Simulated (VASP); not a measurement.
# Band edges against the vacuum: BAs(110), part 3 of 3

Aim: ionisation energy and electron affinity of BAs(110), from a slab and a bulk run lined up through core potentials.

VASP 6.6.1; PBEsol; plane waves and PAW (B, As).

So far, gap on the k-mesh (eV): step 3 (band edges of the bulk) 1.09.

**5. Potential and states of the slab**

A static run writes the electrostatic potential without exchange and correlation (LVHAR), which is flat in the vacuum and gives the level to count from. The dipole correction cancels the field that unlike faces would set up across the vacuum.

INCAR reads:

```
SYSTEM = BAs
PREC = Normal
ENCUT = 360
EDIFF = 1E-06
NELM = 120
ISMEAR = 0
SIGMA = 0.03
LREAL = Auto
ALGO = Fast
GGA = PS
NBANDS = 54
LORBIT = 11
LWAVE = .FALSE.
LCHARG = .TRUE.
KPAR = 4
LASPH = .TRUE.
IDIPOL = 3
LDIPOL = .TRUE.
DIPOL = 0.5 0.5 0.5
LVHAR = .TRUE.
LVACPOTAV = .TRUE.
NEDOS = 1500
```

POSCAR reads:

```
BAs
1.0
    3.3799704141      0.0000000000      0.0000000000
    0.0000000000      4.7800000000      0.0000000000
    0.0000000000      0.0000000000     29.5198816563
B As
9 9
Direct
    0.0000000000      0.0530583474      0.2835912826
    0.5000000000      0.4908696693      0.3274480817
    0.0000000000      0.9929402440      0.3856137941
    0.5000000000      0.4908457567      0.4425477924
    0.0000000000      0.9911068492      0.5000000000
    0.5000000000      0.4908457567      0.5574522076
    0.0000000000      0.9929402440      0.6143862059
    0.5000000000      0.4908696693      0.6725519183
    0.0000000000      0.0530583474      0.7164087174
    0.0000000000      0.7362655739      0.3278000766
    0.5000000000      0.2611309273      0.2649387390
    0.0000000000      0.7411010283      0.4426543712
    0.5000000000      0.2424540718      0.3848734574
    0.0000000000      0.7411010283      0.5573456288
    0.5000000000      0.2415619137      0.5000000000
    0.0000000000      0.7362655739      0.6721999234
    0.5000000000      0.2424540718      0.6151265426
    0.5000000000      0.2611309273      0.7350612610
```

KPOINTS reads:

```
Automatic mesh
0
Gamma
7 5 1
0 0 0
```

KPOINTS_OPT reads:

```
Line mode
14
Line-mode
Reciprocal
  0.00000000   0.00000000   0.00000000 GAMMA
  0.50000000   0.00000000   0.00000000 X

  0.50000000   0.00000000   0.00000000 X
  0.50000000   0.50000000   0.00000000 S

  0.50000000   0.50000000   0.00000000 S
  0.00000000   0.50000000   0.00000000 Y

  0.00000000   0.50000000   0.00000000 Y
  0.00000000   0.00000000   0.00000000 GAMMA

  0.00000000   0.00000000   0.00000000 GAMMA
  0.50000000   0.50000000   0.00000000 S
```

The projector-augmented-wave data sets are B and As (PBE family, release 64).

Launch:

```sh
$ mpirun -np 4 vasp_std
```

Output:

```text
[... set-up lines as in an earlier step ...]
 entering main loop
       N       E                     dE             d eps       ncg     rms          rms(c)
DAV:   1     0.314717899370E+03    0.31472E+03   -0.22477E+04  1296   0.804E+02
DAV:   2    -0.756888650166E+02   -0.39041E+03   -0.37414E+03  1746   0.184E+02
DAV:   3    -0.110209807239E+03   -0.34521E+02   -0.33994E+02  1568   0.573E+01
DAV:   4    -0.111230529313E+03   -0.10207E+01   -0.10167E+01  1864   0.100E+01
DAV:   5    -0.111256311514E+03   -0.25782E-01   -0.25762E-01  1816   0.146E+00    0.143E+01
RMM:   6    -0.107042862111E+03    0.42134E+01   -0.61898E+00  1347   0.653E+00    0.742E+00
RMM:   7    -0.106503385611E+03    0.53948E+00   -0.48489E+00  1436   0.560E+00    0.221E+00
RMM:   8    -0.106400962815E+03    0.10242E+00   -0.45069E-01  1524   0.226E+00    0.421E-01
RMM:   9    -0.106404005503E+03   -0.30427E-02   -0.65721E-02  1710   0.836E-01    0.168E-01
RMM:  10    -0.106405748751E+03   -0.17432E-02   -0.18997E-02  1829   0.378E-01    0.119E-01
RMM:  11    -0.106406441242E+03   -0.69249E-03   -0.27187E-03  1707   0.166E-01    0.349E-02
RMM:  12    -0.106406714088E+03   -0.27285E-03   -0.10137E-03  1814   0.862E-02    0.217E-02
RMM:  13    -0.106407165019E+03   -0.45093E-03   -0.33754E-04  1672   0.497E-02    0.143E-02
RMM:  14    -0.106407274237E+03   -0.10922E-03   -0.13788E-04  1869   0.245E-02    0.125E-02
RMM:  15    -0.106407442422E+03   -0.16819E-03   -0.11052E-04  1621   0.275E-02    0.120E-02
RMM:  16    -0.106407451253E+03   -0.88308E-05   -0.16002E-05  1587   0.106E-02    0.628E-03
RMM:  17    -0.106407486333E+03   -0.35080E-04   -0.21914E-05  1650   0.115E-02    0.330E-03
RMM:  18    -0.106407495950E+03   -0.96170E-05   -0.31743E-06  1289   0.433E-03    0.241E-03
RMM:  19    -0.106407521334E+03   -0.25384E-04   -0.26305E-06  1283   0.362E-03    0.899E-04
RMM:  20    -0.106407537177E+03   -0.15843E-04   -0.56217E-07  1090   0.160E-03    0.478E-04
RMM:  21    -0.106407549346E+03   -0.12169E-04   -0.69420E-07   939   0.123E-03    0.474E-04
RMM:  22    -0.106407551732E+03   -0.23857E-05   -0.16657E-07   734   0.856E-04    0.127E-04
RMM:  23    -0.106407552280E+03   -0.54819E-06   -0.74104E-08   671   0.832E-04
 -----------------------------------------------------------------------------
|                                                                             |
|           W    W    AA    RRRRR   N    N  II  N    N   GGGG   !!!           |
|           W    W   A  A   R    R  NN   N  II  NN   N  G    G  !!!           |
|           W    W  A    A  R    R  N N  N  II  N N  N  G       !!!           |
|           W WW W  AAAAAA  RRRRR   N  N N  II  N  N N  G  GGG   !            |
|           WW  WW  A    A  R   R   N   NN  II  N   NN  G    G                |
|           W    W  A    A  R    R  N    N  II  N    N   GGGG   !!!           |
|                                                                             |
|     Did not find any points to average over, which means that no vacuum     |
|     field-free region was found. Please increase the size of  your cell     |
|     in the dimension of the dipole correction to obtain accurate            |
|     workfunction values.                                                    |
|                                                                             |
 -----------------------------------------------------------------------------

   1 F= -.10640755E+03 E0= -.10640755E+03  d E =-.105856E-10
 Start KPOINTS_OPT (optional k-point list driver)
k-point batch [1-12\70]
       N       E                     dE             ncg
DAV:   1     0.222799181723E+02   -0.85020E+04     1296
DAV:   2    -0.445061940068E+04   -0.44729E+04     1760
DAV:   3    -0.487061216348E+04   -0.41999E+03     1536
DAV:   4    -0.488393223686E+04   -0.13320E+02     1856
DAV:   5    -0.488420179108E+04   -0.26955E+00     1738
DAV:   6    -0.488421324819E+04   -0.11457E-01     1848
DAV:   7    -0.488421379013E+04   -0.54194E-03     1738
DAV:   8    -0.488421381720E+04   -0.27071E-04     1800
DAV:   9    -0.488421381864E+04   -0.14377E-05     1322
DAV:  10    -0.488421381880E+04   -0.15475E-06     1128
[...]
k-point batch [61-70\70]
       N       E                     dE             ncg
DAV:   1     0.101092649633E+03   -0.15230E+05     1080
DAV:   2    -0.360050772799E+04   -0.37016E+04     1468
DAV:   3    -0.391444480920E+04   -0.31394E+03     1336
DAV:   4    -0.392254070842E+04   -0.80959E+01     1512
DAV:   5    -0.392273040641E+04   -0.18970E+00     1432
DAV:   6    -0.392273965937E+04   -0.92530E-02     1504
DAV:   7    -0.392274013065E+04   -0.47128E-03     1472
DAV:   8    -0.392274015334E+04   -0.22691E-04     1448
DAV:   9    -0.392274015440E+04   -0.10569E-05     1128
DAV:  10    -0.392274015453E+04   -0.13480E-06      976
```

Run time: 60 s. Hardware: 4 MPI ranks of Intel Xeon 6975P-C (Granite Rapids), shared host; peak memory 1.6 GiB.

OUTCAR, selected parts (step 5):

```text
   NELECT =      72.0000    total number of electrons

 E-fermi :   0.6874

 k-point     1 :       0.0000    0.0000    0.0000
  band No.  band energies     occupation
    ...
     32       0.0056      2.00000
     33       0.2412      2.00000
     34       0.3497      2.00000
     35       0.4782      2.00000
     36       0.5614      2.00000
     37       1.9872      0.00000
     38       2.2391      0.00000
     39       2.2505      0.00000
     40       2.6981      0.00000
     41       2.8174      0.00000
    ...

  Total       -2.4800643      0.4389364     -0.9675546      0.0000000      0.0000000      0.0000000
  in kB       -8.3314026      1.4745406     -3.2503541      0.0000000      0.0000000      0.0000000
  external PRESSURE =      -3.3690720 kB  Pullay stress =       0.0000000 kB

 POSITION                                       TOTAL-FORCE (eV/Angst)
 -----------------------------------------------------------------------------------
      0.00000      0.25362      8.37158         0.000000     -0.008345      0.018095
      1.68999      2.34636      9.66623         0.000000     -0.000806      0.014531
      0.00000      4.74625     11.38327         0.000000     -0.015947      0.010154
      1.68999      2.34624     13.06396         0.000000      0.002566      0.004920
      0.00000      4.73749     14.75994         0.000000      0.029378      0.000000
      1.68999      2.34624     16.45592         0.000000      0.002566     -0.004920
      0.00000      4.74625     18.13661         0.000000     -0.015947     -0.010154
      1.68999      2.34636     19.85365         0.000000     -0.000806     -0.014531
      0.00000      0.25362     21.14830         0.000000     -0.008345     -0.018095
      0.00000      3.51935      9.67662         0.000000      0.015667      0.014026
      1.68999      1.24821      7.82096         0.000000      0.001002      0.002953
      0.00000      3.54246     13.06710        -0.000000      0.007092      0.010804
      1.68999      1.15893     11.36142         0.000000     -0.014718      0.013208
      0.00000      3.54246     16.45278        -0.000000      0.007092     -0.010804
      1.68999      1.15467     14.75994         0.000000     -0.002402      0.000000
      0.00000      3.51935     19.84326         0.000000      0.015667     -0.014026
      1.68999      1.15893     18.15846         0.000000     -0.014718     -0.013208
      1.68999      1.24821     21.69892         0.000000      0.001002     -0.002953
 -----------------------------------------------------------------------------------
    total drift:                                0.000000      0.125736      0.000006

  FREE ENERGIE OF THE ION-ELECTRON SYSTEM (eV)
  ---------------------------------------------------
  free  energy   TOTEN  =      -106.4075522801 eV

  energy  without entropy=     -106.4075522801  energy(sigma->0) =     -106.40755228

 vacuum level on the upper side and lower side of the slab         5.635         5.635

[... 9 parts as in an earlier step ...]

[... 9 further parts left out ...]
```

This step gave:

| Quantity | Value |
| --- | --- |
| electronic steps | 23 |
| Fermi energy | 0.6874 eV |
| least gap on mesh and path | 0.1773 eV |
| least direct gap on mesh and path | 1.365 eV |
| vacuum levels | 5.635, 5.635 eV |
| ionisation potentials of the upper and lower face | 5.074, 5.074 eV |
| electron affinities of the upper and lower face | 4.896, 4.896 eV |

The electronic bands at the labelled points (eV, zero at the valence-band top; v1 is the highest filled band, c1 the lowest empty one):

| point | v4 | v3 | v2 | v1 | c1 | c2 | c3 | c4 |
| --- | --- | --- | --- | --- | --- | --- | --- | --- |
| Γ | -0.32 | -0.21 | -0.08 | 0.00 | 1.43 | 1.68 | 1.69 | 2.14 |
| X | -2.56 | -2.30 | -1.38 | -1.19 | 0.18 | 0.23 | 1.55 | 1.83 |
| S | -1.87 | -1.82 | -1.10 | -0.90 | 0.94 | 1.15 | 3.23 | 3.35 |
| Y | -1.67 | -1.61 | -1.05 | -1.00 | 0.93 | 1.05 | 2.12 | 2.59 |
| Γ | -0.32 | -0.21 | -0.08 | 0.00 | 1.43 | 1.68 | 1.69 | 2.14 |
| S | -1.87 | -1.82 | -1.10 | -0.90 | 0.94 | 1.15 | 3.23 | 3.35 |

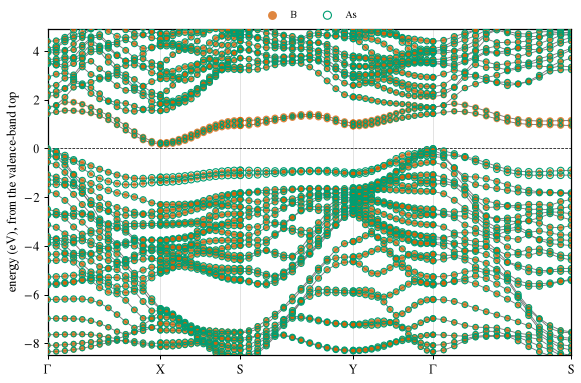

Electronic bands along the path; dots are coloured as in the legend, and their area grows with the weight.

The planar average of the electrostatic potential oscillates, so the rows of the table below give means over windows of 1.69 Å about each position, cut where the curve ends. Its maxima inside the range that stand out by 2 % of the span (Å: eV): 8.8: -3.31, 10.5: -2.42, 12.2: -2.31, 13.9: -2.39, 15.6: -2.39, 17.3: -2.31, 19.0: -2.42, 20.8: -3.31. Its minima: 8.1: -7.21, 9.5: -8.09, 11.2: -8.08, 13.3: -8.07, 15.0: -8.09, 16.2: -8.07, 18.3: -8.08, 20.0: -8.09, 21.4: -7.21.

Zero at the Fermi level. Table of planar average of the electrostatic potential by height; means over each step:

| height (Å) | planar average of the electrostatic potential (eV) |
| --- | --- |
| 0.84 | 4.95 |
| 2.54 | 4.95 |
| 4.23 | 4.95 |
| 5.92 | 4.62 |
| 7.61 | -3.29 |
| 9.30 | -6.15 |
| 10.99 | -6.03 |
| 12.68 | -6.02 |
| 14.37 | -6.06 |
| 16.05 | -6.05 |
| 17.75 | -6.01 |
| 19.44 | -6.03 |
| 21.12 | -5.25 |
| 22.82 | 2.26 |
| 24.51 | 4.93 |
| 26.20 | 4.95 |
| 27.89 | 4.95 |

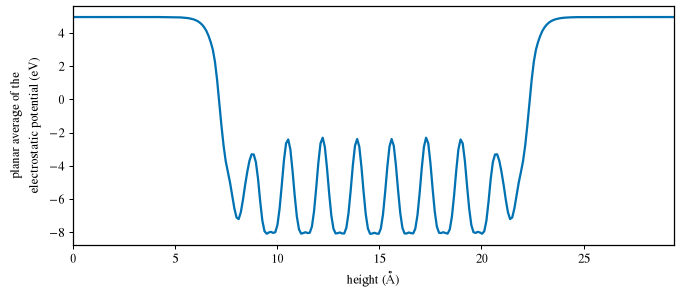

Planar average of the electrostatic potential against height.

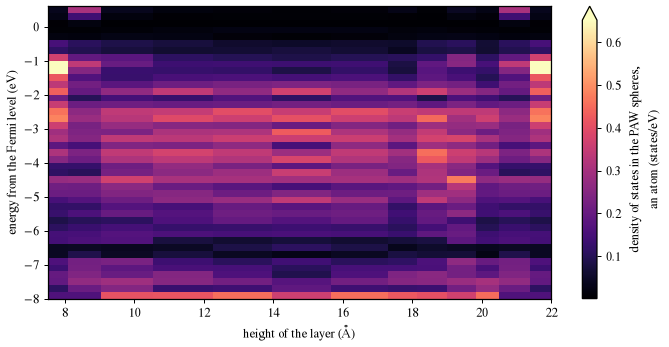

Density of states in the PAW spheres, an atom over height of the layer and energy from the Fermi level.

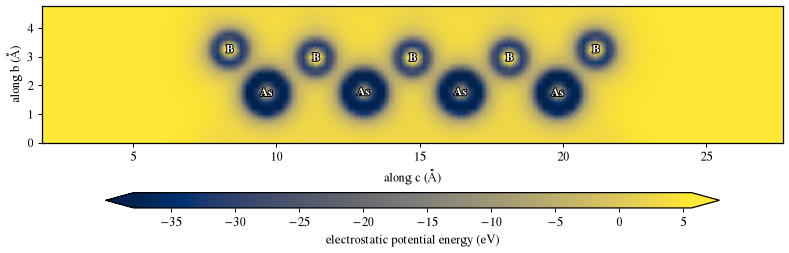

Electrostatic potential energy in the cb plane at fractional x = 0.000, with atoms of B and As within 0.2 Å of it. With pseudopotentials it is smooth inside the atoms' cores, unlike the true potential. The map starts off the cell's origin, so that atoms lie inside it. The far vacuum is left out of the map.

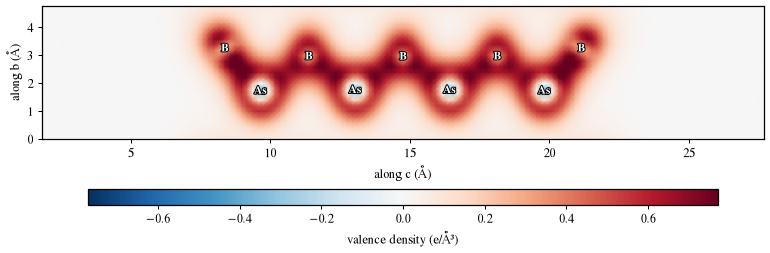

Valence density in the cb plane at fractional x = 0.000, with atoms of B and As within 0.2 Å of it. It is the smooth field of the valence electrons, not physical close to the nuclei. The map starts off the cell's origin, so that atoms lie inside it. The far vacuum is left out of the map.

The map of layer states is cut here 0.5 eV above the Fermi level, so it leaves out the states above that.

The vacuum level lies 5.07 eV above the highest filled level at the upper face; both faces agree, as the slab has next to no dipole.

The program found no field-free point at its default tolerance, but its printed level agrees with the flat part of the planar average.

**6. Lining up bulk and slab**

This step: band edges against the vacuum, PBEsol; plane waves and PAW (VASP 6.6.1).

No new run; the numbers come from the runs before.

This step gave:

```
ionisation energy       : 5.015 eV
offset spread           : 0.02890 eV
bulk gap                : 1.094 eV
slab gap                : 0.1773 eV
electron affinity       : 3.922 eV
buckling                : 0.5506 Å
tilt                    : 28.97 degree
surface energy, relaxed : 1.694 J/m²
```

The averaged core potentials of the four middle atoms lie -5.404 eV from those of the bulk run. The bulk valence top (6.024 eV), moved by that offset, is taken from the upper vacuum level (5.635 eV).

**7. Summary of results**

```
ionisation energy       : 5.02 eV
electron affinity       : 3.92 eV
buckling                : 0.551 Å
surface energy, relaxed : 1.69 J/m²
```

The bulk valence-band top lies 5.02 eV below the vacuum of BAs(110), and the conduction-band bottom 3.92 eV. The top layer buckles by 0.55 Å, a tilt of 29°, with As outermost, as the anion takes the dangling-bond electrons and the cation flattens towards sp². The surface costs 1.69 J/m². The slab's least gap is 0.18 eV, against 1.09 eV in the bulk. Confinement widens it, surface states can narrow it, and the two gaps need not lie at the same wave vector; the faces' own affinities count to the slab's lowest empty state. The offsets of the four middle atoms spread by 0.03 eV; a shift common to all four would not show in it. The bulk edges are read on a mesh, so a band minimum between its points makes the gap too large and the affinity too small. One thickness was run. Semilocal band edges put the valence top too high and the gap too small. Spin-orbit coupling, left out here, would raise the valence top further.

Computed beside measured:

| quantity | measured | PBEsol |
| --- | --- | --- |
| lattice constant a (Å) | 4.7741 | 4.780 (+0.1 %) |
| band gap (direct gap) (eV) | 4.12 | 3.24 (-0.88 eV) |

Measured values from arxiv:1906.04101 (2019) and arxiv:1911.04914 (2019).

Verdict: The lattice constant a is off by +0.1 %: good agreement. The band gap is off by -0.88 eV: a clear miss. Local and semilocal functionals usually give gaps below the measured ones. An optical gap can lie under the band gap by the exciton's binding. Zero-point and thermal motion shift the measured gap. The grades are ours: good and fair within 0.7 and 1.5 % for the lattice constant a. Zero-point motion and thermal expansion (measured at up to 100 K) are not in the computed lattice constants.

[Lines on the potential files, build, host, timing and source positions are cut from VASP's logs without a mark.]

[Logs are printed without paths, hosts, clocks, repeated set-up lines and the standing remarks that a program may print on its own settings, such as how far it seeks lower states.]

[Hosts, paths, dates, database ids (printed as entryN), source tags and the programs' standing remarks are cut or masked in the printed files.]

[Runs that stopped without an error message from VASP are left out.]
